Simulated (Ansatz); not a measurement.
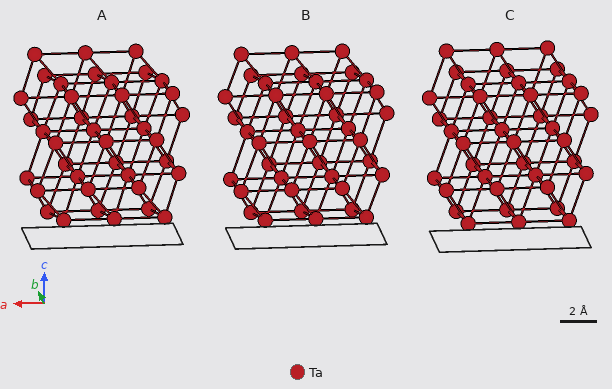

3 geometries from one relaxation of a slab of composition Ta (cut from the Im-3m phase), in shuffled order. The picture is a ball-and-stick view of the 3 × 1 repeat of the cell, outlined in the plane, without the vacuum, seen from a free direction.

The slab is the (2 1 1) face of Ta.

Method: Ansatz 0.2.0, DFT PBE, scalar-relativistic, plane waves, PAW. Settings: plane-wave cutoff 420 eV; k-point mesh 12 × 8 × 1; occupations gaussian; smearing width 0.1 eV; no spin polarisation; dipole correction; atoms relaxed in a fixed cell; force threshold 0.02 eV/Å; at most 60 steps.

Order the frames from highest to lowest energy.

Answer. C, B, A. They are steps 0, 1, 5, at +0.361 eV per cell of the calculation, +0.103 eV per cell of the calculation relative to the last. Over 4 accepted moves (5 points after the start) the energy falls by 0.361 eV per cell of the calculation. The largest force component goes from 1.2 to 0.01 eV/Å. 1 step only repeated the SCF at the same geometry. The largest moves relative to the layer's centre, 0.27 Å, are those of Ta atoms. The cell doesn't change. Near-neighbour distances that change, for instance: Ta–Ta 2.874 → 2.654 Å, Ta–Ta 3.319 → 3.101 Å, Ta–Ta 2.874 → 2.941 Å, Ta–Ta 3.319 → 3.377 Å. Among the angles between lasting bonds that change: Ta–Ta–Ta 70.5° → 65.3°, Ta–Ta–Ta 109.5° → 114.7°, Ta–Ta–Ta 70.5° → 75.2°.
